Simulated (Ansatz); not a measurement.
GaP (space group R-3m, No. 166): coordinates from a relaxation at fixed volume with DFT PBE, scalar-relativistic, plane waves, PAW in Ansatz 0.2.0.

Space group R-3m:H (No. 166). a = 4.017 Å, b = 4.017 Å, c = 19.854 Å, α = 90.00°, β = 90.00°, γ = 120.00°

| atom | site | symmetry | x | y | z |
| --- | --- | --- | --- | --- | --- |
| Ga | 6c | 3m | 0.3333 | 0.6667 | 0.1017 |
| P | 6c | 3m | 0.0000 | 0.0000 | 0.0570 |

Bonds are taken as Ga–Ga below 2.9 Å, Ga–P below 2.8 Å and P–P below 2.5 Å. Atoms with one bond or none are removed and atoms with two bonds are replaced by edges, until no such atom is left.

Derive the underlying net.

The result is a uninodal 4-connected, three-periodic net: Ga and P are 4-connected nodes. It is the dia net, known from diamond, zinc blende and cristobalite. It is a single net, without interpenetration.

```csv
node,links,point symbol,coordination sequence
Ga and P,4,6⁶,4 12 24 42 64 92
```

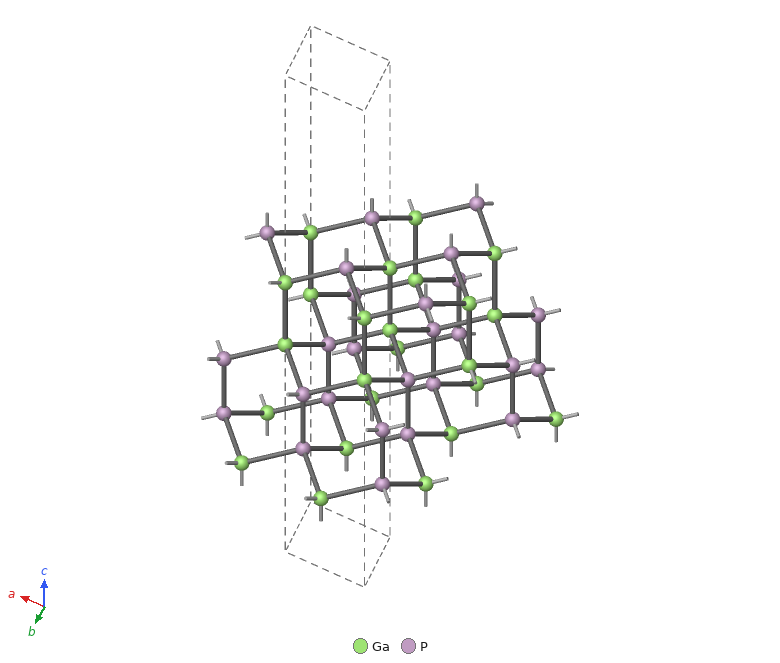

Nodes are coloured by element. Short stubs are edges that leave the cut-out.
